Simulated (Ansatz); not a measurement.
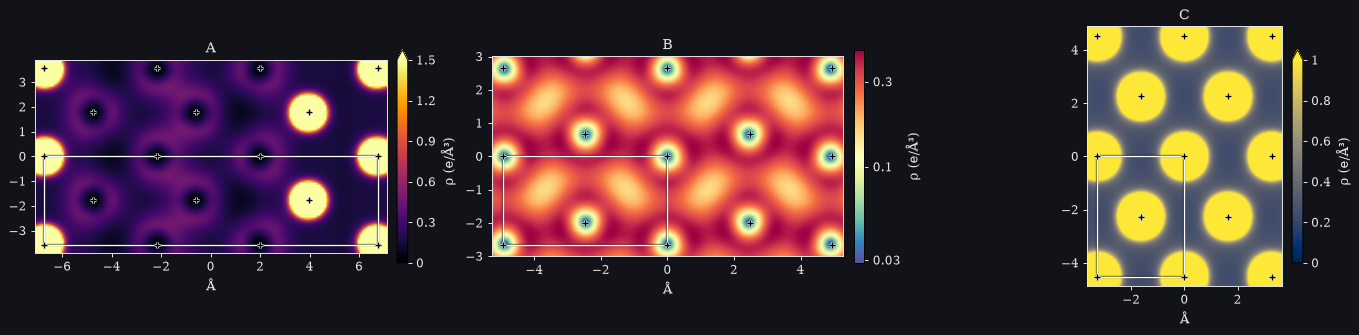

The valence electron density of 3 systems, each on a plane through atoms (crosses mark nuclei in the plane).

All numbers below come from Ansatz 0.2.0, DFT r2SCAN, scalar-relativistic, plane waves, PAW.

System 1: Si, the (010) plane of the conventional cell. Space group I4₁/amd; a structure from a database of computed crystals, not necessarily the ambient phase; changed on purpose from its base cell (strain +0.040 along x and y, +0.000 along z, atoms carried along); computed pressure about −6 GPa in this cell.

```
Si
1.0
     4.93245    0.00000    0.00000
     0.00000    4.93245    0.00000
     0.00000    0.00000    2.65853
Si
4
Direct
  0.50000 0.00000 0.25000
  0.00000 0.50000 0.75000
  0.00000 0.00000 0.50000
  0.50000 0.50000 0.00000
```

System 2: Ta, the (101̄) plane of the conventional cell. Space group I4/mmm; changed on purpose from its base cell (strain -0.0600 x Voigt [1, 0, 0, 0, 0, 0], atoms carried along); computed pressure about 15 GPa in this cell; computed without spin polarisation.

System 3: TiSi2, the (100) plane of the conventional cell. Space group Cmcm; a structure from a database of computed crystals, not necessarily the ambient phase; computed without spin polarisation.

```
Ti Si
1.0
     3.52841    0.00000    0.00000
     0.00000   13.51088    0.00000
     0.00000    0.00000    3.56456
Ti Si
4 8
Direct
  0.00000 0.10317 0.75000
  0.50000 0.60317 0.75000
  0.00000 0.89683 0.25000
  0.50000 0.39683 0.25000
  0.00000 0.44170 0.75000
  0.50000 0.94170 0.75000
  0.00000 0.55830 0.25000
  0.50000 0.05830 0.25000
  0.00000 0.75019 0.75000
  0.50000 0.25019 0.75000
  0.00000 0.24981 0.25000
  0.50000 0.74981 0.25000
```

**Which map belongs to which system?**

Panel A is system 3, TiSi2: the plane holds Ti and Si. Si–Si (2.38 Å): the density is about 0.46 e/Å³ at the midpoint. Panel B is system 1, Si: the plane holds Si. Si–Si (2.55 Å): ρ is about 0.41 e/Å³ halfway. Panel C is system 2, Ta: the plane holds Ta. Ta–Ta (2.80 Å): ρ at the midpoint is about 0.33 e/Å³.
